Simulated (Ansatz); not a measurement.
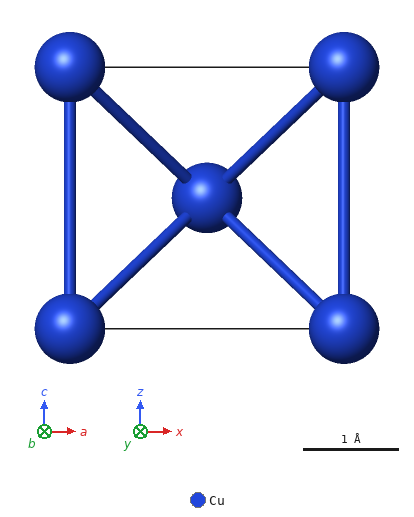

Energy scan for crystalline Cu (I4/mmm), in which the cell is strained equally along x and y and separately along z, with the atoms kept at their fractional coordinates. x, y and z are the Cartesian axes of the input. The picture shows the reference cell. A ball-and-stick model of the conventional cell (2 times the calculation's cell), seen along the b axis. Lengths and directions refer to the drawn axes.

Theory: DFT PBEsol, scalar-relativistic, plane waves, PAW (Ansatz). (plane-wave cutoff 420 eV; k-point mesh 24 × 24 × 24; occupations gaussian; smearing width 0.15 eV; no spin polarisation). Energies (free energies at the smearing named) are counted from the cell as listed in its source, which wasn't relaxed.

```
CELL_PARAMETERS angstrom
-1.44279 1.44279 1.37608
1.44279 -1.44279 1.37608
1.44279 1.44279 -1.37608
ATOMIC_POSITIONS crystal
Cu 0.00000 0.00000 0.00000
```

Give the energy at each point on a grid with rows −0.030, −0.015, 0.000, 0.015, 0.030 and columns −0.030, −0.015, 0.000, 0.015, 0.030 (strain along x and y; strain along z).

Answer. Rows: strain along x and y; columns: strain along z; values in meV/atom.

```
        −0.030  −0.015  0.000  0.015  0.030
−0.030    43.0    27.8   16.3    8.0    2.6
−0.015    16.4     7.7    2.3   −0.1    0.1
 0.000     2.7    −0.2    0.0    2.9    8.1
 0.015     0.4     2.7    7.8   15.5   25.2
 0.030     8.1    15.0   24.5   36.3   50.1
```

In pairs of (strain along x and y; strain along z): the lowest computed point lies at (0.000, −0.015) (−0.2 meV/atom), the highest at (0.030, 0.030) (50.1 meV/atom). The valley is tilted: raising the in-plane strain is made harder by raising the strain along z (cross term 0.92 of the geometric mean of the two curvatures). Over the ranges scanned the energy rises more along the first axis, the in-plane strain. The pressure runs from −12.6 GPa at (0.030, 0.030) to 16.8 GPa at (−0.030, −0.030).

As a map, interpolated between the computed points (dots):

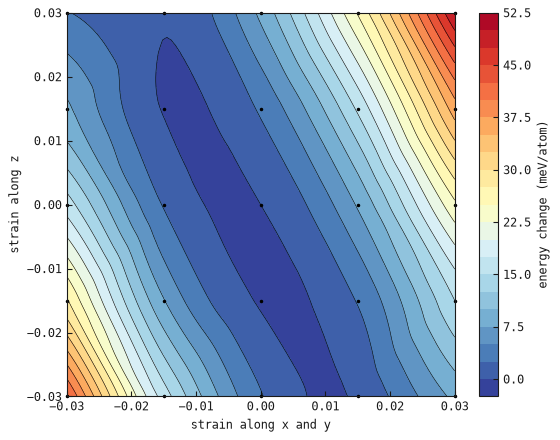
